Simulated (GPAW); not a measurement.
# CdS (Hawleyite): optical spectrum from first principles

Aim: the dielectric function of CdS (Hawleyite), and the optical constants that follow from it.

Calculated with GPAW 26.7.0; DFT, revPBE, plane-wave PAW (GPAW data sets), scalar-relativistic, RPA, optical limit.

### 1. Starting point

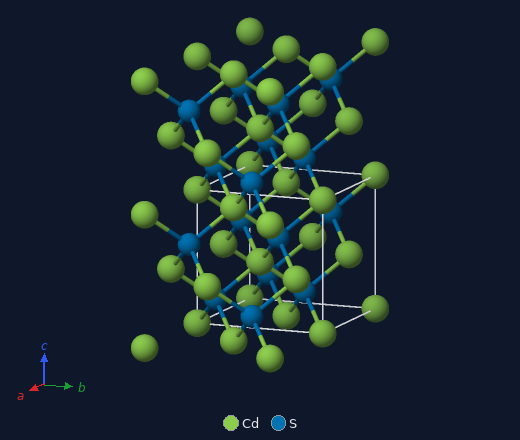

The starting structure, seen slightly off an axis (cadmium green, sulfur blue). 2×1×2 cells are drawn. This picture shows the conventional cell, with its axes. Bonds to atoms that aren't drawn are left out. Some periodic images of atoms are drawn too.

Coordinates:

```
Cd S
1.0
     0.00000    2.91650    2.91650
     2.91650    0.00000    2.91650
     2.91650    2.91650    0.00000
Cd S
1 1
Direct
  0.00000 0.00000 0.00000
  0.75000 0.75000 0.75000
```

### 2. Ground state

The self-consistent density comes first; it also tells whether there is a gap, which decides the occupations and the need for a Drude term.

This step: DFT, revPBE, plane-wave PAW (GPAW data sets), scalar-relativistic, ground state (GPAW 26.7.0).

gs.py reads:

```python
from ase import Atoms
from ase.dft.bandgap import bandgap
from gpaw import GPAW, PW, FermiDirac

atoms = Atoms(['Cd', 'S'],
              cell=[[0.000000000000, 2.916500000000, 2.916500000000],
                    [2.916500000000, 0.000000000000, 2.916500000000],
                    [2.916500000000, 2.916500000000, 0.000000000000]],
              scaled_positions=[[0.000000000000, 0.000000000000, 0.000000000000],
                                [0.750000000000, 0.750000000000, 0.750000000000]],
              pbc=[True, True, True])
atoms.calc = GPAW(mode=PW(500), xc='revPBE', kpts={'size': (7, 7, 7), 'gamma': True},
                  occupations=FermiDirac(0.05), maxiter=150, txt='gs.txt')
print('energy (eV)', atoms.get_potential_energy())
print('Fermi level (eV)', atoms.calc.get_fermi_level())
print('valence electrons', atoms.calc.get_number_of_electrons())
print('gap (eV)', bandgap(atoms.calc, output=None)[0])
print('direct gap (eV)', bandgap(atoms.calc, direct=True, output=None)[0])
atoms.calc.write('gs.gpw')
```

Launch:

```sh
> OMP_NUM_THREADS=1 python gs.py
```

Numbers of over 12 decimals in the logs are rounded to 6 here.

Log:

```text
__  _  _
 | _ |_)|_||  |
 |__||  | ||/\| - 26.7.0

Versions:
  Python: 3.12.14
  ASE:    3.29.0
  Numpy:  2.5.5
  Scipy:  1.18.1
  Libxc:  7.0.0

Input parameters:
  mode=PW(ecut=500.0),
  kpts=MonkhorstPack(size=(7, 7, 7), gamma=True),
  maxiter=150,
  occupations=Occupations(name='fermi-dirac', width=0.05, fixmagmom=False),
  xc=XC(name='revPBE')

Diagonalizing LCAO Hamiltonian
Converting LCAO to pw mode

                     S

       Cd

Atoms  # Å, Bohr magnetons
|   | symbol |        x |        y |        z |    initial magnetic moments |
| 0 |     Cd | 0.000000 | 0.000000 | 0.000000 | ( 0.0000,  0.0000,  0.0000) |
| 1 |      S | 4.374750 | 4.374750 | 4.374750 | ( 0.0000,  0.0000,  0.0000) |

Unit cell  # Å
| periodic |        x |        y |        z |  lengths |    angles |
|      yes | 0.000000 | 2.916500 | 2.916500 | 4.124554 | 60.000000 |
|      yes | 2.916500 | 0.000000 | 2.916500 | 4.124554 | 60.000000 |
|      yes | 2.916500 | 2.916500 | 0.000000 | 4.124554 | 60.000000 |

Number of symmetries: 24
Symmetry operations  # r_c * U_cc + t_c -> r_c
|    | kind |            matrix            |
|  0 |  E   |  1, 0, 0,  0, 1, 0,  0, 0, 1 |
|  1 |  σ   |  1, 0, 0,  0, 0, 1,  0, 1, 0 |
|  2 |  σ   |  1, 0,-1,  0, 1,-1,  0, 0,-1 |
|  3 |  C3  |  1, 0,-1,  0, 0,-1,  0, 1,-1 |
|  4 |  C3  |  1,-1, 0,  0,-1, 1,  0,-1, 0 |
|  5 |  σ   |  1,-1, 0,  0,-1, 0,  0,-1, 1 |
|  6 |  σ   |  0, 1, 0,  1, 0, 0,  0, 0, 1 |
|  7 |  C3  |  0, 1, 0,  0, 0, 1,  1, 0, 0 |
|  8 |  C2  |  0, 1,-1,  1, 0,-1,  0, 0,-1 |
|  9 |  S4  |  0, 1,-1,  0, 0,-1,  1, 0,-1 |
| 10 |  C3  |  0, 0, 1,  1, 0, 0,  0, 1, 0 |
| 11 |  σ   |  0, 0, 1,  0, 1, 0,  1, 0, 0 |
| 12 |  S4  |  0, 0,-1,  1, 0,-1,  0, 1,-1 |
| 13 |  C3  |  0, 0,-1,  0, 1,-1,  1, 0,-1 |
| 14 |  S4  |  0,-1, 1,  1,-1, 0,  0,-1, 0 |
| 15 |  C2  |  0,-1, 1,  0,-1, 0,  1,-1, 0 |
| 16 |  C3  |  0,-1, 0,  1,-1, 0,  0,-1, 1 |
| 17 |  S4  |  0,-1, 0,  0,-1, 1,  1,-1, 0 |
| 18 |  S4  | -1, 1, 0, -1, 0, 1, -1, 0, 0 |
| 19 |  C3  | -1, 1, 0, -1, 0, 0, -1, 0, 1 |
| 20 |  C3  | -1, 0, 1, -1, 1, 0, -1, 0, 0 |
| 21 |  S4  | -1, 0, 1, -1, 0, 0, -1, 1, 0 |
| 22 |  σ   | -1, 0, 0, -1, 1, 0, -1, 0, 1 |
| 23 |  C2  | -1, 0, 0, -1, 0, 1, -1, 1, 0 |

BZ-sampling:
  Number of BZ points: 343
  Number of IBZ points: 20

  Monkhorst-Pack size: [7, 7, 7]
  Monkhorst-Pack shift: [0, 0, 0]

K-points  # in reciprocal-cell coordinates
|     |                                coordinates |     weight |
|   0 | (  0.00000000,   0.00000000,   0.00000000) | 0.00291545 |
|   1 | (  0.14285714,   0.14285714,   0.00000000) | 0.01749271 |
|   2 | (  0.14285714,   0.14285714,   0.14285714) | 0.02332362 |
|   3 | (  0.28571429,   0.14285714,   0.14285714) | 0.03498542 |
|   4 | (  0.28571429,   0.28571429,   0.00000000) | 0.01749271 |
|   5 | (  0.28571429,   0.28571429,   0.14285714) | 0.06997085 |
|   6 | (  0.28571429,   0.28571429,   0.28571429) | 0.02332362 |
|   7 | (  0.42857143,  -0.28571429,  -0.28571429) | 0.03498542 |
|   8 | (  0.42857143,   0.28571429,  -0.42857143) | 0.13994169 |
|   9 | (  0.42857143,   0.28571429,  -0.28571429) | 0.06997085 |
| ... |                                            |            |
|  19 | (  0.42857143,   0.42857143,   0.42857143) | 0.02332362 |

Plane wave coefficients: 1275
Cutoff: 500.0 eV

Spin-components: 1 (collinear spins)
Bands:           13
Projectors:      11
Spin-degeneracy: 2
Datatype:        complex128

Parallelization:
  kpt:    1
  domain: 1
  band:   1

Density:
  Valence electrons: 18.0
  Components: 1
  Grid points: [24 24 24]
  Charge: 0.0  # |e|

Potential:
  Grid points: [24 24 24]

species:
  Cd:
    name:    Cadmium
    id:
    Z:       48.0
    valence: 12
    core:    36
    charge:  0.0  # [|e|]
    compensation charges:
      type: gauss
      rc: 0.38  # [Å]
      lmax: 2
    cutoffs:
      filter: 2.12  # [Å]
      core: 2.62  # [Å]
    projectors
    | kind |    occ | energy [eV] | rcut [Å] |
    |   5s |  2.000 |      -5.557 |    1.191 |
    |   5p |  0.000 |      -1.140 |    1.228 |
    |   4d | 10.000 |     -11.696 |    1.164 |
    |    s |        |      21.654 |    1.191 |
    |    p |        |      26.071 |    1.228 |
    |    d |        |      15.516 |    1.164 |

    Using partial waves for Cd as LCAO basis

  S:
    name:    Sulfur
    id:
    Z:       16.0
    valence: 6
    core:    10
    charge:  0.0  # [|e|]
    compensation charges:
      type: gauss
      rc: 0.24  # [Å]
      lmax: 2
    cutoffs:
      filter: 1.77  # [Å]
      core: 1.66  # [Å]
    projectors
    | kind |    occ | energy [eV] | rcut [Å] |
    |   3s |  2.000 |     -17.230 |    0.974 |
    |   3p |  4.000 |      -6.978 |    0.979 |
    |    s |        |       9.981 |    0.974 |
    |    p |        |      20.234 |    0.979 |
    |    d |        |       0.000 |    0.900 |

    Using partial waves for S as LCAO basis

Reference energy: -163039.702169  # eV

eigensolver:
  PPCG
  Converge bands: occupied
  niter=2

density mixing:
  MSR1-Mixer
  Pratt-step length: 0.05
  Maximum mixing coefficient: 0.75
  Old densities: 10
  SVD Regularization: 0.005
  Good broyden scale: 1.0
  Trust region scale: 1.0
  Backstep threshold: 4.0
  History deletion threshold: 6.0
  Fourier metric: weight=20.0, sigma=0.015

occupation numbers:
  Fermi-Dirac:
    width: 0.0500  # eV

poisson solver:
  ecut: 4000.0  # eV

xc functional:
  name: revPBE with 2 nearest neighbor stencil

convergence criteria:
- Maximum [total energy] change in last 3 cyles: 0.0005 eV / valence electron
- Maximum integral of absolute [dens]ity change: 0.0001 electrons / valence electron
- Maximum integral of absolute [eigenst]ate change: 4e-08 eV^2 / valence electron
maximum number of iterations: 150

SCF iterations
|iter     |      energy | eigst |  dens |
|iter:   1||   -6.238417 | -0.44 |       |
|iter:   2||   -6.124944 | -2.02 | -1.11 |
|iter:   3||   -5.724735 | -1.20 | -1.15 |
|iter:   4||   -5.724063 | -2.94 | -1.71 |
|iter:   5||   -5.724174c| -3.44 | -2.13 |
|iter:   6||   -5.724311c| -4.69 | -2.73 |
|iter:   7||   -5.724326c| -5.93 | -3.40 |
|iter:   8||   -5.724326c| -7.18 | -4.25c|
|iter:   9||   -5.724326c| -8.21c| -4.83c|

Converged in 9 steps
SCF loop duration: 4.965 s (0.552 s/step)
Energy contributions relative to reference atoms: (reference = -163039.702169)

Energy contributions:
  Kinetic:          21.106636
  Coulomb:         -18.980217
  Zero:              0.133108
  External:          0.000000
  Xc:               -7.983854
  Entropy:          -0.000000
  Spinorbit:         0.000000
  ----------------------------
  Free energy:      -5.724326
  Extrapolated:     -5.724326

dipole moment: (-16.457835, -16.457835, -16.457835)  # |e|*Ang

Fermi level: 4.353
Eigenvalues  # (at kpt = [0.000, 0.000, 0.000])
| band index |      eig [eV] | occ [0-2] |
|          0 |        -8.679 |     2.000 |
|          1 |        -4.003 |     2.000 |
|          2 |        -4.003 |     2.000 |
|          3 |        -4.003 |     2.000 |
|          4 |        -3.518 |     2.000 |
|          5 |        -3.518 |     2.000 |
|          6 |         3.688 |     2.000 |
|          7 |         3.688 |     2.000 |
|          8 |         3.688 |     2.000 |
|          9 |         4.952 |     0.000 |
|         10 |        10.243 |     0.000 |
|         11 |        10.243 |     0.000 |
|         12 |        10.243 |     0.000 |

Gap: 1.264 eV
Transition (v -> c):
  (s=0, k=0, n=8, [0.00, 0.00, 0.00]) -> (s=0, k=0, n=9, [0.00, 0.00, 0.00])
No difference between direct/indirect transitions

--- standard output ---
energy (eV) -5.724326
Fermi level (eV) 4.353355
valence electrons 18.0
gap (eV) 1.264051
direct gap (eV) 1.264051
```

Wall time 6.9 s (1 thread of Intel Xeon Platinum 8488C (Sapphire Rapids), shared host); peak memory 0.15 GiB.

Read-outs, printed or worked out from the files:

```
energy                 : -5.724 eV
Fermi energy           : 4.353 eV
gap on the k-mesh      : 1.264 eV
direct gap on the mesh : 1.264 eV
electrons              : 18
```

There is a gap, 1.26 eV on this mesh (points off the mesh can give less), so no carriers' term is needed.

### 3. Bands for the response

At the fixed density, many empty bands are solved on the mesh of the response, since the spectrum sums over them.

This step: DFT, revPBE, plane-wave PAW (GPAW data sets), scalar-relativistic, bands at fixed density (GPAW 26.7.0).

nscf.py reads:

```python
from ase.dft.bandgap import bandgap
from gpaw import GPAW, FermiDirac

calc = GPAW('gs.gpw').fixed_density(kpts={'size': (10, 10, 10), 'gamma': True}, nbands=41, convergence={'bands': 35},
                                    occupations=FermiDirac(0.001), txt='nscf.txt')
print('gap (eV)', bandgap(calc, output=None)[0])
print('direct gap (eV)', bandgap(calc, direct=True, output=None)[0])
print('top band over the Fermi level (eV)', min(calc.get_eigenvalues(kpt=k)[34] for k in range(len(calc.get_ibz_k_points()))) - calc.get_fermi_level())
calc.write('full.gpw', mode='all')
```

Launch:

```sh
> OMP_NUM_THREADS=1 python nscf.py
```

Log:

```text
Diagonalizing LCAO Hamiltonian
Converting LCAO to pw mode
convergence criteria:
- Maximum integral of absolute [eigenst]ate change: 4e-08 eV^2 / valence electron
maximum number of iterations: 150

SCF iterations
|iter     |      energy | eigst |  dens |
|iter:   1||             | +3.57 |       |
|iter:   2||             | +2.03 |       |
|iter:   3||             | +0.99 |       |
|iter:   4||             | +0.09 |       |
|iter:   5||             | -0.65 |       |
|iter:   6||             | -1.38 |       |
|iter:   7||             | -2.10 |       |
|iter:   8||             | -2.77 |       |
|iter:   9||             | -3.43 |       |
|iter:  10||             | -4.10 |       |
|iter:  11||             | -4.73 |       |
|iter:  12||             | -5.40 |       |
|iter:  13||             | -6.03 |       |
|iter:  14||             | -6.64 |       |
|iter:  15||             | -7.22 |       |
|iter:  16||             | -7.66c|       |
SCF steps: 16
  __  _  _
 | _ |_)|_||  |
 |__||  | ||/\| - 26.7.0

Versions:
  Python: 3.12.14
  ASE:    3.29.0
  Numpy:  2.5.5
  Scipy:  1.18.1
  Libxc:  7.0.0

Input parameters:
  mode=PW(ecut=500.0),
  convergence={'bands': 35},
  gpts=array([24, 24, 24]),
  kpts=MonkhorstPack(size=(10, 10, 10), gamma=True),
  maxiter=150,
  nbands=41,
  occupations=Occupations(name='fermi-dirac', width=0.001, fixmagmom=False),
  parallel={},
  xc=XC(name='revPBE')

--- standard output ---
gap (eV) 1.264051
direct gap (eV) 1.264051
top band over the Fermi level (eV) 31.223465
```

Run time: 54 s. Hardware: 1 thread; peak memory 0.2 GiB.

### 4. Dielectric function, RPA

Local fields let the induced charge screen the field inside the cell, which as a rule lowers ε, most along directions where the density is uneven.

This step: DFT, revPBE, plane-wave PAW (GPAW data sets), scalar-relativistic, RPA, optical limit (GPAW 26.7.0).

df.py reads:

```python
from gpaw.response.df import DielectricFunction

df = DielectricFunction('full.gpw', frequencies={'type': 'nonlinear', 'domega0': 0.03, 'omega2': 8},
                        ecut=50,
                        eta=0.2,
                        nbands=35,
                        txt='df.txt')
for direction in ['x']:
    df.get_dielectric_function(xc='RPA', direction=direction, filename=f'df_{direction}.csv')
```

Launch:

```sh
> OMP_NUM_THREADS=1 python df.py
```

Log:

```text
Using integrator: PointIntegrator
NonLinearFrequencyDescriptor(from 0.000 to 49.462 eV, 464 points)
Nonperiodic BCs:  [False False False]
Using integrator: PointIntegrator
NonLinearFrequencyDescriptor(from 0.000 to 49.462 eV, 464 points)
Nonperiodic BCs:  [False False False]

Calculating chi0 body with:
    Ground state adapter containing:
    Number of spins: 1
    Number of kpoints: 1000
    Number of irreducible kpoints: 47
    Number of completely occupied states: 9
    Number of partially occupied states: 9

    Linear response parametrization:
    q_c: [0.0, 0.0, 0.0]
    Number of frequency points: 464
    Planewave cutoff: 50.0
    Number of bands: 35
    Number of planewaves: 51
    Broadening (eta): 0.2

Integrating chi0 body.

Symmetries of q_c:
    Direct symmetries (Uq -> q): 24
    Indirect symmetries (TUq -> q): 24
In total 48 allowed symmetries.

47 groups of equivalent kpoints. 95.3% reduction.

Integral kind: spectral function

Calculating chi0 optical extensions with:
    Ground state adapter containing:
    Number of spins: 1
    Number of kpoints: 1000
    Number of irreducible kpoints: 47
    Number of completely occupied states: 9
    Number of partially occupied states: 9

    Linear response parametrization:
    Number of frequency points: 464
    Planewave cutoff: 50.0
    Number of bands: 35
    Number of planewaves: 51
    Broadening (eta): 0.2
Integrating chi0 head and wings.

Symmetries of q_c:
    Direct symmetries (Uq -> q): 24
    Indirect symmetries (TUq -> q): 24
In total 48 allowed symmetries.

47 groups of equivalent kpoints. 95.3% reduction.

Integral kind: spectral function wings
```

It took 7.8 s on 1 thread; peak memory 0.28 GiB.

This step gave:

* electronic dielectric constant ε∞, mean over x, y and z (by symmetry where fewer were run): 5.622

Some rows of df_x.csv (energy; Re and Im without local fields; Re and Im with them):

```text
0.000000, 6.232195, -0.000000, 5.621944, -0.000000
0.555532, 6.361296, 0.109712, 5.746375, 0.106504
1.143969, 6.798320, 0.707794, 6.167640, 0.707721
1.768324, 7.122786, 1.163134, 6.447134, 1.150305
2.431988, 6.672779, 1.580125, 5.908990, 1.553598
3.138794, 6.927977, 2.691491, 6.048287, 2.596228
3.893091, 6.910822, 4.738840, 5.972957, 4.405695
4.699832, 5.000970, 4.306561, 3.787790, 4.015939
5.564682, 6.028991, 5.990735, 4.365114, 4.740077
6.494155, 1.491641, 6.946742, 1.099846, 5.078863
7.495775, 0.234383, 7.243821, 1.357973, 4.816459
8.578281, -2.329662, 3.899695, -0.944623, 3.963122
9.751884, -1.250342, 1.964681, -0.816365, 1.939157
11.028587, -0.611374, 1.727049, -0.140392, 1.525367
12.422601, -0.447497, 1.208175, -0.018662, 1.213903
13.950874, -0.047488, 0.885927, 0.189650, 0.939232
15.633783, -0.039183, 0.598937, 0.159078, 0.631329
17.496047, 0.159796, 0.488295, 0.382030, 0.581990
19.567954, 0.389209, 0.455634, 0.524522, 0.488854
```

The Im ε, E ∥ x has structure finer than the step of the table below, so its rows give means over 1 eV, whole bins alone (the curve runs from 0 to 19.9 eV). Peaks (eV: height): 4.4: 4.74, 6.0: 6.17, 7.7: 5.16.

Sum at mesh points, not converged in k; values under the direct gap are tails of Lorentzian lines. Table of Im ε, E ∥ x by photon energy; means over each step:

```tsv
photon energy (eV)	Im ε, E ∥ x
1	0.475
2	1.39
3	2.31
4	4.01
5	4.21
6	5.65
7	4.47
8	4.72
9	3.04
10	1.80
11	1.48
12	1.36
13	1.08
14	0.953
15	0.803
16	0.568
17	0.570
18	0.530
19	0.469
```

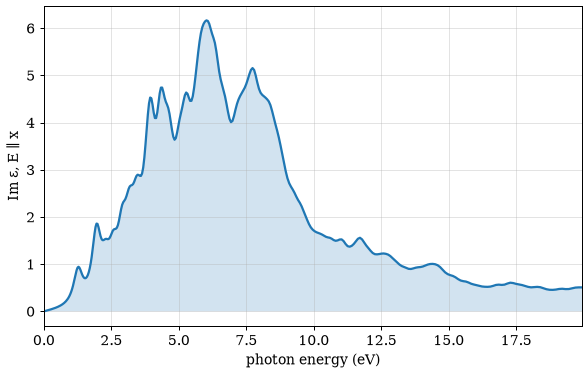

Im ε, E ∥ x, plotted against photon energy.

The reflectivity at normal incidence, E ∥ x has structure finer than the step of the table below, so its rows give means over 1 eV, whole bins alone (the curve runs from 0 to 19.9 eV). Peaks (eV: height): 3.9: 23.9, 6.3: 28.4, 8.9: 35.6, 11.9: 21.0, 14.8: 16.8.

Sum at mesh points, not converged in k. The reflectivity at normal incidence, E ∥ x by photon energy; means over each step:

```tsv
photon energy (eV)	reflectivity at normal incidence, E ∥ x (%)
1	17.6
2	18.5
3	19.8
4	22.5
5	21.3
6	26.8
7	24.1
8	29.8
9	34.0
10	28.3
11	20.4
12	19.2
13	18.0
14	13.4
15	15.5
16	10.8
17	6.79
18	6.56
19	4.90
```

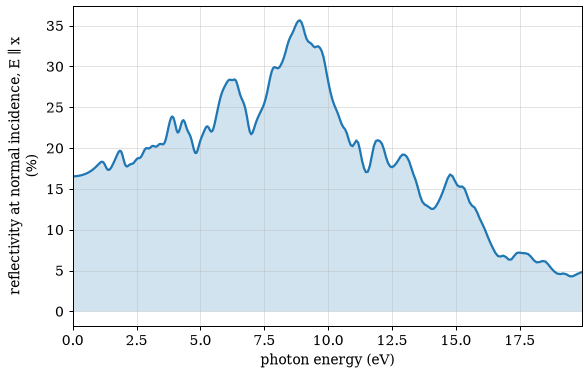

Reflectivity at normal incidence, E ∥ x against photon energy.

The Im ε, E ∥ x has structure finer than the step of the table below, so its rows give means over 1 eV, whole bins alone (the curve runs from 0 to 19.9 eV). Peaks (eV: height): without local fields 4.3: 5.11, 6.1: 8.24, 7.6: 7.33; with local fields 4.4: 4.74, 6.0: 6.17, 7.7: 5.16.

Sum at mesh points, not converged in k; values under the direct gap are tails of Lorentzian lines. The Im ε, E ∥ x by photon energy; means over each step:

```tsv
photon energy (eV)	without local fields	with local fields
1	0.477	0.475
2	1.40	1.39
3	2.39	2.31
4	4.31	4.01
5	4.81	4.21
6	7.48	5.65
7	6.73	4.47
8	5.92	4.72
9	2.97	3.04
10	1.89	1.80
11	1.69	1.48
12	1.38	1.36
13	0.994	1.08
14	0.928	0.953
15	0.752	0.803
16	0.580	0.568
17	0.518	0.570
18	0.403	0.530
19	0.377	0.469
```

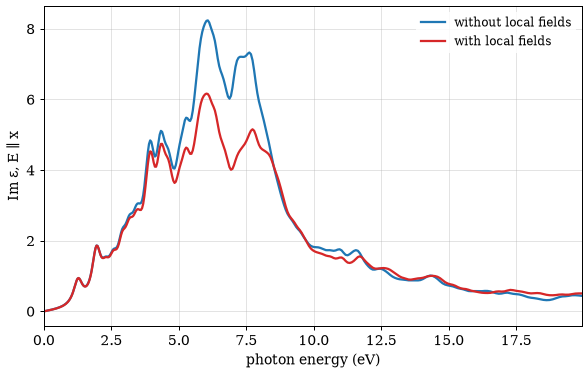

Im ε, E ∥ x against photon energy.

The loss function −Im 1/ε at q → 0, E ∥ x has structure finer than the step of the table below, so its rows give means over 1 eV, whole bins alone (the curve runs from 0 to 19.9 eV). Peaks (eV: height): 15.8: 1.55.

Sum at mesh points, not converged in k; values under the direct gap are tails of Lorentzian lines. Table of loss function −Im 1/ε at q → 0, E ∥ x by energy loss; means over each step:

```tsv
energy loss (eV)	loss function −Im 1/ε at q → 0, E ∥ x
1	0.0132
2	0.0366
3	0.0548
4	0.0870
5	0.120
6	0.139
7	0.204
8	0.209
9	0.301
10	0.509
11	0.670
12	0.735
13	0.935
14	1.02
15	1.25
16	1.48
17	1.18
18	1.20
19	1.05
```

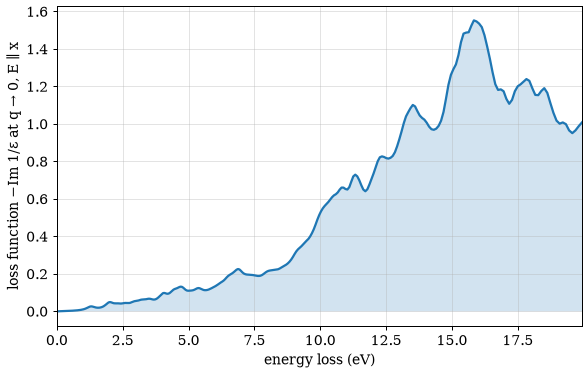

Loss function −Im 1/ε at q → 0, E ∥ x against energy loss.

Optical constants at common wavelengths, from n + ik = √ε:

```tsv
wavelength (nm)	n	k	R (%)	1/α
1064	2.48	0.154	18.3	551 nm
800	2.45	0.144	17.9	443 nm
633	2.48	0.375	19.0	134 nm
532	2.43	0.316	18.1	134 nm
405	2.52	0.486	20.1	66 nm
365	2.50	0.565	20.5	51 nm
193	1.83	1.467	28.0	10 nm
```

Below the direct gap, k and the depth come from the tails of the Lorentzian lines, not from transitions.

Rows near the edge hang on the gap, which this functional as a rule makes too small, and phonon-assisted absorption is left out.

### 5. Outcome

```
electronic dielectric constant ε∞, mean over x, y and z (by symmetry where fewer were run) (RPA) : 5.62
```

At this level (revPBE, RPA) CdS has ε∞ = 5.62 and n = 2.43 at 1550 nm. On the mesh the gap is 1.26 eV and the least direct gap 1.26 eV. Local fields change the static value along x from 6.23 to 5.62 (-10 %). Excitons and phonon-assisted transitions are missing; revPBE gaps are as a rule too small, which pulls the onset down and ε∞ up. In this version of GPAW the matrix elements of the optical limit are incomplete, which can lower ε − 1 by up to a tenth where first-row anions or d states rule, and shift it by more in d metals. The sum runs over mesh points 0.19 Å⁻¹ apart with no interpolation, so peaks are partly noise of the mesh; over so small a direct gap single mesh points weigh heavily, so ε∞, n and their changes from run to run can be far off. Besides steps told in other documents, this task had 1 run with a known fault of program or setting; those not told in a step above aren't shown.

[Machine, clock and banner lines and Python warnings are left out of the logs.]

[Logs are printed without paths, hosts, clocks, repeated set-up lines and the standing remarks that a program may print on its own settings, such as how far it seeks lower states.]

[Hosts, paths, dates, database ids (printed as entryN), source tags and the programs' standing remarks are cut or masked in the printed files.]
